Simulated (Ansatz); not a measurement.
```cif
data_structure
_symmetry_space_group_name_H-M 'P 1'
_symmetry_Int_Tables_number 1
_cell_length_a 2.5307
_cell_length_b 2.5438
_cell_length_c 2.5608
_cell_angle_alpha 90.186
_cell_angle_beta 119.266
_cell_angle_gamma 119.745
_cell_volume 11.81
loop_
_atom_site_label
_atom_site_type_symbol
_atom_site_fract_x
_atom_site_fract_y
_atom_site_fract_z
_atom_site_occupancy
Cu1 Cu 0.50000 0.00000 0.00000 1
```

Space group P-1; changed on purpose from its base cell (cell strained at random at fixed volume); computed pressure about −7 GPa in this cell.

All numbers below come from Ansatz 0.2.0, Kohn-Sham DFT of a periodic cell, PBEsol, Ansatz PAW.

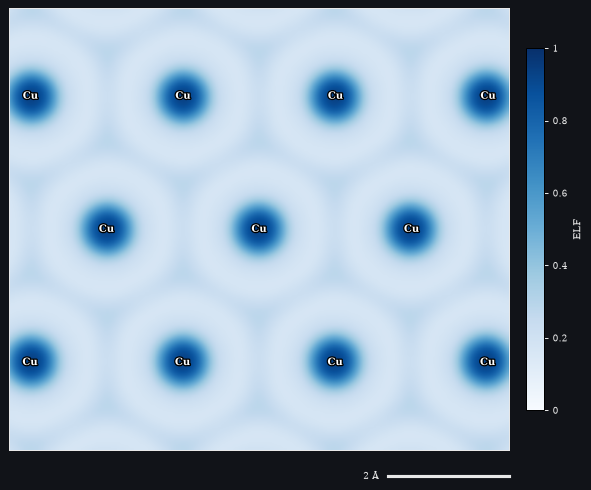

Cu. ELF on the (001) plane of the conventional cell.

In a PAW calculation such maps are meaningful between the atoms, not at the nuclei.

Q: What do the fields say about this system?

A:
- Atoms in the plane: Cu.
- Cu–Cu (2.53 Å): the ELF is about 0.20 at the midpoint; no localised pair shows between them.
- Cu–Cu (2.55 Å): the ELF is about 0.20 at the midpoint (no localised pair shows between them).
- The features right at Cu lie inside the PAW spheres, where the map follows smoothed inner orbitals and isn't to be read closely.

Q: Metal or insulator at this level of theory?

A: It is gapless in this calculation (a metal or semimetal).
